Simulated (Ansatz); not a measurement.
# SiO2: what the fields show

```yaml
crystal:
  lattice:
    - [5.05851, 0.00000, 0.00000]
    - [-2.52926, 4.38080, 0.00000]
    - [0.00000, 0.00000, 5.54172]
  atoms:
    - { symbol: Si, position: [0.50000, 0.50000, 0.33333] }
    - { symbol: Si, position: [0.00000, 0.50000, 0.66667] }
    - { symbol: Si, position: [0.50000, 0.00000, 0.00000] }
    - { symbol: O, position: [0.20820, 0.79180, 0.83333] }
    - { symbol: O, position: [0.41640, 0.20820, 0.16667] }
    - { symbol: O, position: [0.20820, 0.41640, 0.50000] }
    - { symbol: O, position: [0.79180, 0.20820, 0.83333] }
    - { symbol: O, position: [0.58360, 0.79180, 0.16667] }
    - { symbol: O, position: [0.79180, 0.58360, 0.50000] }
```

Space group P6₂22.

Computed with DFT r2SCAN, scalar-relativistic, plane waves, PAW in Ansatz.

Core electrons are frozen (PAW), and the valence fields are smoothed inside the atomic spheres.

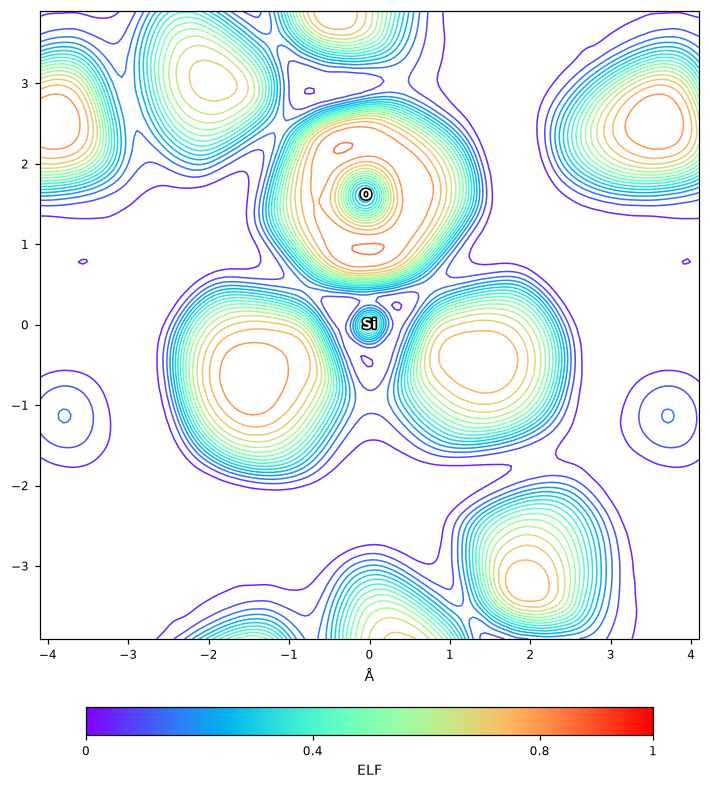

Figure 1. Electron localisation function on the (111) plane of the conventional cell.

> Describe what can be read from this map.

The section cuts through Si and O sites. Atoms just off the plane (Si, 0.4 Å away and O, 0.7 Å away) can leave unmarked features too. Si–O (1.61 Å): the ELF peaks at about 0.85 between the atoms (a short, strongly polar bond). The ELF also peaks beside O, away from the bonds: lone-pair regions.

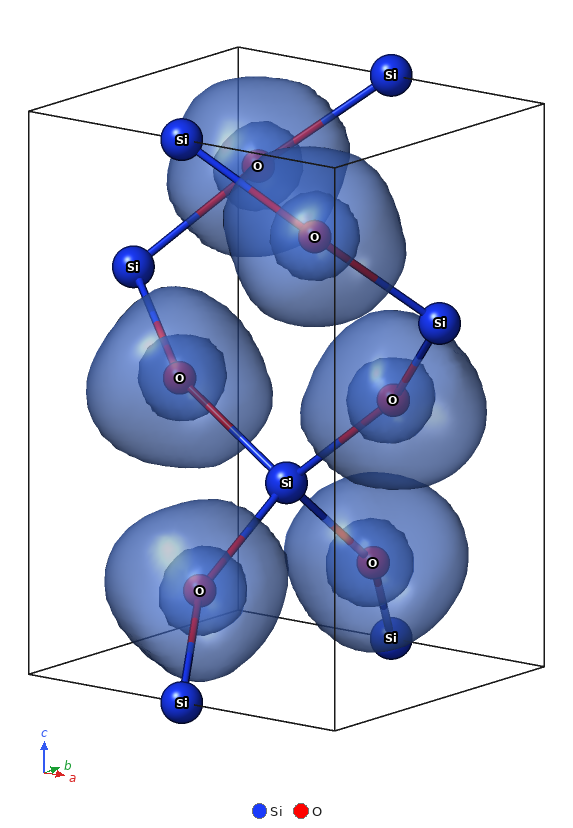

Figure 2. Isosurface of the electron localisation function at 0.75 (blue), seen slightly off an axis. Core shells and regions of very low density are left out. Sticks mark near contacts.

> Where are the electrons localised?

The surface consists of six regions on O in which the atom's valence shell and bonds are merged, counted in one cell of 9 atoms. Any copies at cell faces, edges or corners count once.

> How much charge does the calculation move between the atoms?

Electrons move from Si towards O. Bader charges: Si +3.37 and O −1.69 e.

> Metal or insulator at this level of theory?

It is gapped, with a Kohn–Sham gap of 6.3 eV on the k-point mesh (the band edges may lie off the mesh, which would make the gap smaller).
